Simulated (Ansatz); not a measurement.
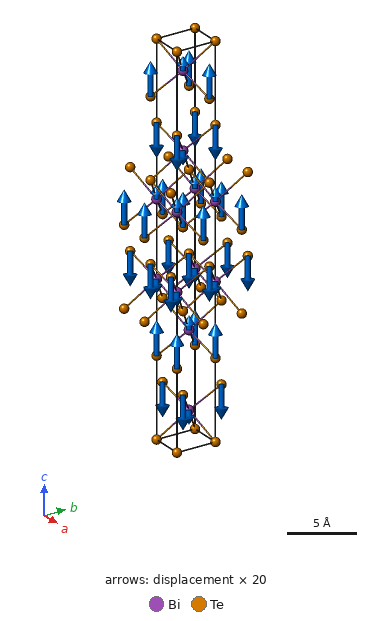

A relaxation of a crystal of Bi₂Te₃ (built on the tetradymite type). The starting structure is drawn; blue arrows show the displacements (the part carried along by the change of the cell is left out), magnified 20 times.

The picture is a ball-and-stick view of the conventional cell (3 times the calculation's cell), seen slightly off an axis. Lengths and directions refer to the drawn axes.

These are results of Ansatz 0.2.0, DFT, r2SCAN+rVV10, plane waves, PAW, not measurements.

Input file:
```yaml
crystal:
  lattice:
    - [2.1938720397, 1.2666326127, 10.0925125901]
    - [-2.1938720397, 1.2666326127, 10.0925125901]
    - [0.0, -2.5332652254, 10.0925125901]
  atoms:
    - { symbol: Bi, position: [0.4001237706, 0.4001237706, 0.4001237706] }
    - { symbol: Bi, position: [0.5998762294, 0.5998762294, 0.5998762294] }
    - { symbol: Te, position: [0.2093168231, 0.2093168231, 0.2093168231] }
    - { symbol: Te, position: [0.7906831769, 0.7906831769, 0.7906831769] }
    - { symbol: Te, position: [0.0, 0.0, 0.0] }
kpoints:
  mp_grid: { grid: [6, 6, 6] }
hamiltonian:
  xc: r2scan
  dispersion: rvv10
scf:
  occupations: { method: fermi_dirac, width: 0.02 }
relax:
  f_tol: 0.005
  cell: {}
```

Command:
```bash
ansatz run input.yaml --threads 4 --pin off --max-ram 7372MiB --backend cpu --events-out ev --progress --plain --runs-dir out
```

Which element moves most?

Answer. Tellurium: up to 0.13 Å, against 0.06 Å for bismuth.

Describe the change and its energy.

Answer. The largest moves relative to the cell, 0.13 Å, are those of Te3 and Te4. Te3 goes along +c. Largest moves by element: Te 0.13 Å, Bi 0.06 Å. The volume changes by +3.8 %, with a = b 4.388 → 4.391 Å (+0.1 %), c 30.278 → 31.361 Å (+3.6 %). Among the contacts that change: Bi1–Te5 3.241 → 3.254 Å, Bi1–Te4 3.069 → 3.061 Å. The space group stays R-3m (No. 166). The energy falls by 7.8 meV per atom in 3 accepted moves (4 points after the start). The largest force component goes from 0.22 to 0.0039 eV/Å. Pressure: 0.72 GPa at the start and 0.03 GPa at the end. The SCF was repeated once at an unchanged geometry on a basis and grid sized afresh for the cell, which shifted the energy by 0.2 meV per atom at most. The run took 45 s on 4 threads of Arm Neoverse V2, with other jobs on the host, peak memory 1.2 GiB.
